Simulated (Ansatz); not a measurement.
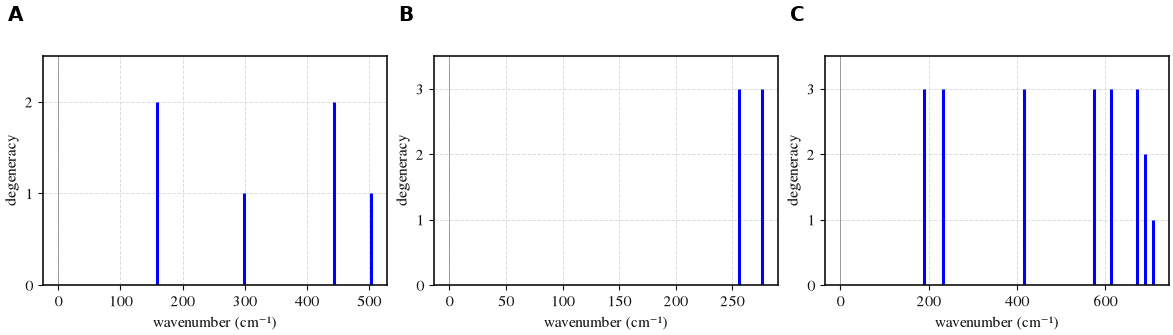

Each panel shows the zone-centre optical phonon frequencies (the three acoustic modes are left out) for one of these solids: Al₂Cu, Fm-3m (No. 225), 16.0 Å³/atom; AlGa₃N₄, P-43m (No. 215), 10.9 Å³/atom; Ti₂O, P-3m1 (No. 164), 11.9 Å³/atom.

Method: harmonic phonon frequencies at the zone centre with atoms at rest in the given cell, without the long-range term of polar modes, the three translations left out, imaginary frequencies are negative; plane waves with PAW datasets, Γ-centred k mesh (Ansatz 0.2.0). Level: PBEsol, no spin polarisation.

Question: Which panel belongs to which solid?

Answer: A is Ti₂O (modes from 159.4 to 503.6 cm⁻¹); B is Al₂Cu (modes from 255.8 to 276.4 cm⁻¹); C is AlGa₃N₄ (modes from 188.6 to 708.5 cm⁻¹).

For Al₂Cu, limits of the calculation: metal sensitive to the k mesh.

For AlGa₃N₄, limits of the calculation: field response not converged on the k mesh.

For Ti₂O, limits of the calculation: metal sensitive to the k mesh; no spin polarisation, a magnetic state may lie lower.
